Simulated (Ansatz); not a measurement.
BaTiO3: space group P4mm (No. 99), a = 4.000 Å, b = 4.000 Å, c = 4.018 Å, α = 90.00°, β = 90.00°, γ = 90.00°. The structure is the input geometry of an electronic-structure calculation and need not be at equilibrium. Forms under 0.4 % of the area are left out. Forms are taken in the Laue class: a face and its opposite count as one form.

### Estimate the growth shape by the BFDH rule (face distance proportional to 1/d, absences counted).

The forms computed, by share of the surface:

```tsv
form	faces	d (Å)	share of area (%)
{100}	4	4.000	66.6
{001}	2	4.018	33.4
```

The crystal is roughly equant (blocky). Widths along a, b and c stand as 1.00 : 1.00 : 1.00.

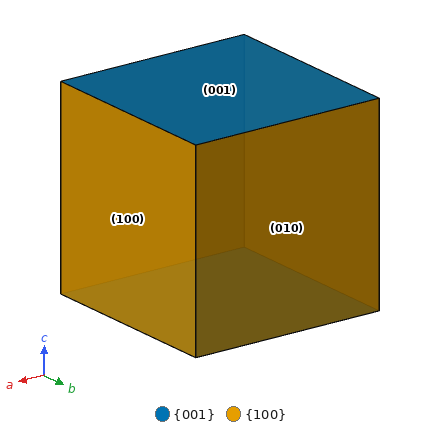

The computed shape, faces indexed. The rule is geometric and ignores bonding and growth conditions.
